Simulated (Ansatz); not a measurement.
# Zn$_{4}$S: what the fields show

```
CELL_PARAMETERS angstrom
4.71843 0.00000 0.00000
0.00000 4.71843 0.00000
0.00000 0.00000 4.71843
ATOMIC_POSITIONS crystal
Zn 0.50000 0.50000 0.50000
Zn 0.00000 0.50000 0.50000
Zn 0.50000 0.00000 0.50000
Zn 0.50000 0.50000 0.00000
S 0.00000 0.00000 0.00000
```

Space group Pm-3m; a structure generated by program, which may or may not match a known phase.

These are results of DFT PBE, scalar-relativistic, plane waves, PAW (Ansatz), not measurements.

The density is the valence pseudo-density of a PAW calculation; it isn't the true density close to the nuclei.

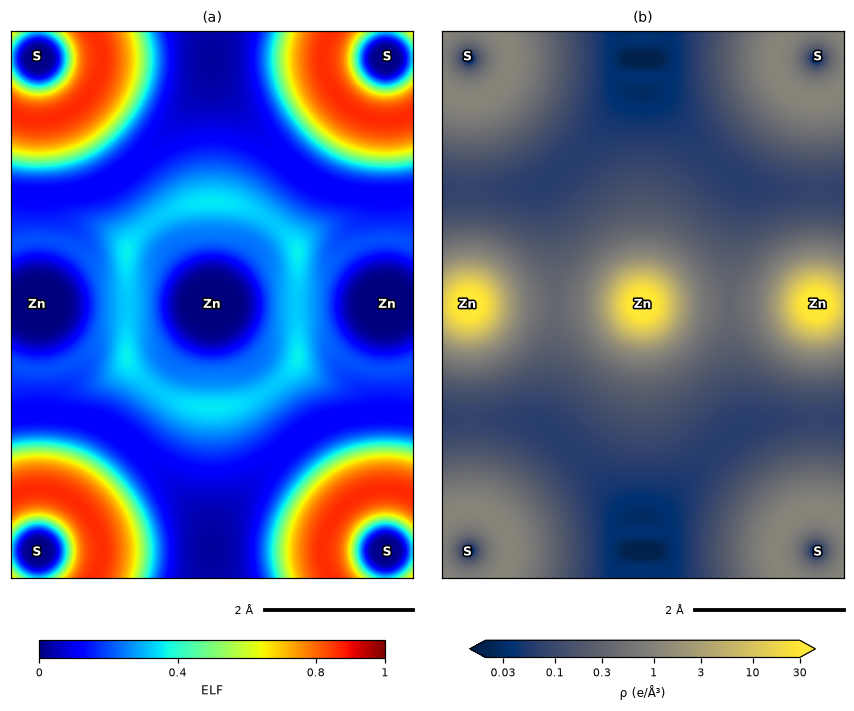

Figure 1. (a) ELF; (b) valence pseudo-density on the (011) plane of the conventional cell.

Interpret the plot.

Answer.
- The plane passes through Zn and S nuclei.
- Zn–Zn (2.36 Å): ρ at the midpoint is about 0.34 e/Å³; the ELF is about 0.30 at the midpoint.
- Zn–S (3.34 Å): ρ at the midpoint is about 0.09 e/Å³; the ELF is about 0.15 at the midpoint (no localised pair shows between them).
- Between the atoms the lowest density in this plane is 0.006 e/Å³.

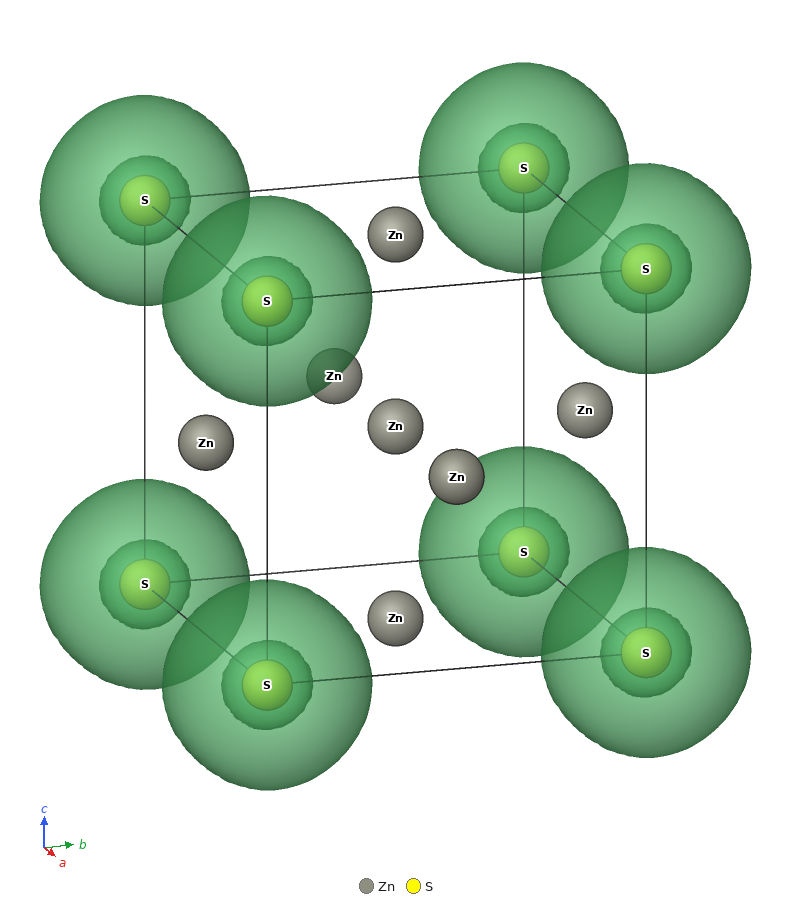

Figure 2. Isosurface of the ELF at 0.7 (green), seen slightly off an axis. Core shells and regions of very low density are left out.

Identify the bonds, lone pairs and shells in this picture.

Answer. At this value the surface marks out one region wrapped around S (its valence shell), counted in one cell of 5 atoms. Any copies at cell faces, edges or corners count once.

Does the calculation make it a metal, or give it a gap?

Answer. It is gapless in this calculation (a metal or semimetal).
